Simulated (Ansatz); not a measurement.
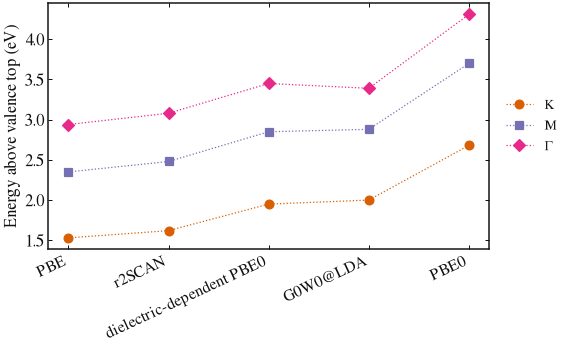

Lowest conduction level at each named k point, counted from the valence-band top at A, by several methods on one cell of WSe₂, space group P-6m2 (No. 187), 3 atoms in the cell, relaxed with r2SCAN+rVV10; a = 3.297 Å, c = 7.184 Å (hexagonal axes). All runs are without spin-orbit coupling and carry no moments. The smallest gap lies off these points.

| method | program | K (eV) | M (eV) | Γ (eV) |
| --- | --- | --- | --- | --- |
| PBE | Ansatz | 1.53 | 2.35 | 2.94 |
| r2SCAN | Ansatz | 1.62 | 2.48 | 3.08 |
| dielectric-dependent PBE0 | Ansatz | 1.95 | 2.85 | 3.45 |
| G0W0@LDA | Ansatz | 2.00 | 2.88 | 3.39 |
| PBE0 | Ansatz | 2.68 | 3.70 | 4.31 |

**What does G0W0@r2SCAN give? It was run as: r2SCAN, Ansatz PAW set, 6×6×2 k mesh, 500 eV cutoff, fixed occupations (Ansatz), G0W0 with empty bands 254, screening cutoff 140 eV and frequency treatment contour deformation.**

It starts from r2SCAN, whose row gives 1.62 eV at K. G0W0@r2SCAN gives 2.05 eV at K, 2.94 eV at M and 3.53 eV at Γ, which is +0.43 eV from r2SCAN at K.

**Does G0W0@r2SCAN shift these levels rigidly from r2SCAN?**

The shifts are +0.43 eV at K, +0.46 eV at M and +0.45 eV at Γ, and at points that aren't plotted +0.44 eV (A), +0.46 eV (L) and +0.42 eV (H): over the named points that both runs hold, a spread of 0.04 eV on a mean of 0.44 eV, so one shift describes them well. Over all 14 corrected points, named or not, the shifts from that run's own start go from +0.32 to +0.46 eV.

**How do the methods rank at K?**

From low to high: PBE 1.53, r2SCAN 1.62, dielectric-dependent PBE0 1.95, G0W0@LDA 2.00, G0W0@r2SCAN 2.05, PBE0 2.68 eV. Too close to rank are dielectric-dependent PBE0 against G0W0@LDA (different meshes) and G0W0@LDA against G0W0@r2SCAN (different cutoffs).

Settings. PBE: Ansatz PAW set, 12×12×4 k mesh, 420 eV cutoff, Fermi-Dirac smearing of 0.02 eV (Ansatz 0.2.0). r2SCAN: Ansatz PAW set, 12×12×4 k mesh, 500 eV cutoff, fixed occupations (Ansatz). dielectric-dependent PBE0: Ansatz PAW set, 6×6×4 k mesh, 420 eV cutoff, fixed occupations (Ansatz 0.2.0). G0W0@LDA: LDA, Ansatz PAW set, 6×6×2 k mesh, 420 eV cutoff, fixed occupations (Ansatz), G0W0 with empty bands 254, screening cutoff 140 eV and frequency treatment contour deformation. PBE0: Ansatz PAW set, 6×6×4 k mesh, 420 eV cutoff, fixed occupations (Ansatz).

These are six of the 10 methods that were run on this cell. Spin-orbit coupling is left out, which matters for W and Se. The usual form of WSe2 is the layered 2H or 3R polytype. r2SCAN, dielectric-dependent PBE0, G0W0@LDA, G0W0@r2SCAN and PBE0: the PAW data sets were made with another functional. LDA, GGA and most meta-GGA functionals understate gaps. dielectric-dependent PBE0 and PBE0: the k mesh is thin for exact exchange. G0W0@LDA and G0W0@r2SCAN: the k mesh is coarse, so the values aren't converged. Over all k points computed the smallest gap is 1.38 eV in PBE, 1.49 eV in r2SCAN, 1.81 eV in dielectric-dependent PBE0, 1.69 eV in G0W0@LDA, 1.82 eV in G0W0@r2SCAN and 2.56 eV in PBE0, from the valence top at A to the conduction bottom at a point off the named ones. The GW values are at finite bands, cutoffs and mesh, short of the basis limit.
